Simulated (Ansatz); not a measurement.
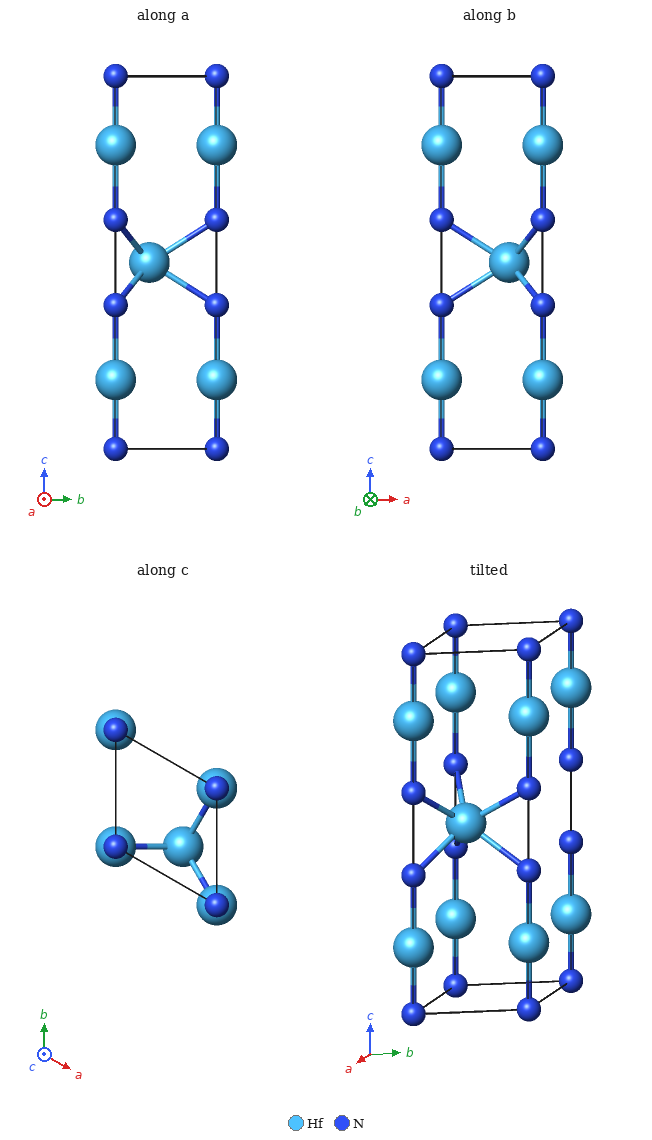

An orthographic ball-and-stick view of the structure, along the a axis, along the b axis, along the c axis and slightly off an axis. The outline marks the conventional unit cell.

Lattice parameters: a = 3.293 Å, b = 3.293 Å, c = 10.513 Å, α = 90.00°, β = 90.00°, γ = 120.00°. Put a along x and b in the xy plane.

Question: Write down what is shown as a POSCAR file, with free fractional coordinates to two decimals.

Answer:
```
Hf N
1.0
     3.293    0.000    0.000
    -1.647    2.852    0.000
     0.000    0.000   10.513
Hf N
3 3
Direct
  0.00 0.00 0.19
  0.6667 0.3333 0.50
  0.00 0.00 0.81
  0.00 0.00 0.00
  0.00 0.00 0.39
  0.00 0.00 0.61
```

The structure was taken from a structure type filled with these elements by a generator (whether the compound takes this form wasn't checked). Atoms and cell were optimised with DFT PBE, scalar-relativistic, plane waves, PAW (Ansatz 0.2.0).
